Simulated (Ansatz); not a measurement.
Consider MgO.

Input file:

```
crystal:
  lattice:
    - [0.0, -2.1269229054, -2.1269229054]
    - [0.0, 2.1269229054, -2.1269229054]
    - [4.2538458108, 0.0, 0.0]
  atoms:
    - { symbol: Mg, position: [0.4471066865, 0.5528933135, 0.5] }
    - { symbol: Mg, position: [0.0528933135, -0.0528933135, 0.0] }
    - { symbol: O, position: [0.5259107562, 0.4740892438, 0.0] }
    - { symbol: O, position: [-0.0259107562, 0.0259107562, 0.5] }
basis:
  ecutwfc: 420
kpoints:
  mp_grid: { grid: [8, 8, 6] }
hamiltonian:
  xc: pbe
scf:
  occupations: { method: gaussian, width: 0.05 }
output:
  forces: true
  stress: true
  eigenvalues: true
  write_density: true
  write_potential: true
  elf: true
  volumetric_format: npy
```

Launched as:

```sh
ansatz run input.yaml --threads 2 --pin off --max-ram 5120MiB --backend cpu --events-out ev --progress --plain --runs-dir out
```

Below, planes, directions and counts refer to the conventional cell (a = 4.25 Å, b = 4.25 Å, c = 4.25 Å, α = 90.00°, β = 90.00°, γ = 90.00°).

Space group Cmcm; not relaxed (largest force 1.7 eV/Å).

Theory: Ansatz, DFT PBE, scalar-relativistic, plane waves, PAW.

### What will maps of the valence pseudo-density and electron localisation function show?

Mg–O (2.01 Å): the density is about 0.42 e/Å³ at the midpoint; the ELF peaks at about 0.85 in the valence shell of O, 0.6 Å from its nucleus, and is about 0.35 at the midpoint (an ionic contact with no shared pair).
Mg–O (2.13 Å): ρ at the midpoint is about 0.32 e/Å³; the ELF peaks at about 0.85 in the valence shell of O, 0.6 Å from its nucleus, and is about 0.35 at the midpoint: a closed-shell, largely ionic contact.
Mg–O (2.24 Å): ρ is about 0.25 e/Å³ halfway; the ELF peaks at about 0.85 in the valence shell of O, 0.6 Å from its nucleus, and is about 0.30 at the midpoint (a closed-shell, largely ionic contact).

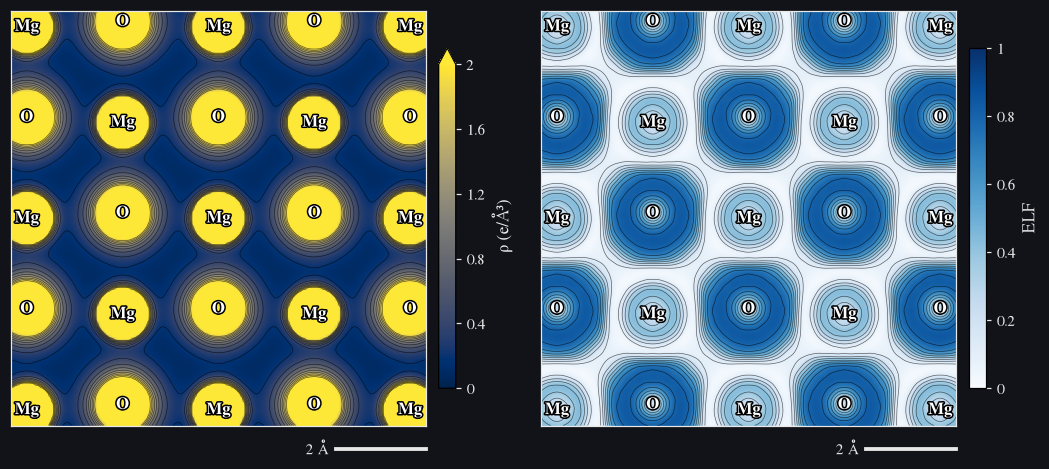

Computed valence pseudo-density and electron localisation function on the (001) plane of the conventional cell, in this order. 

In a PAW calculation such maps are meaningful between the atoms, not at the nuclei.
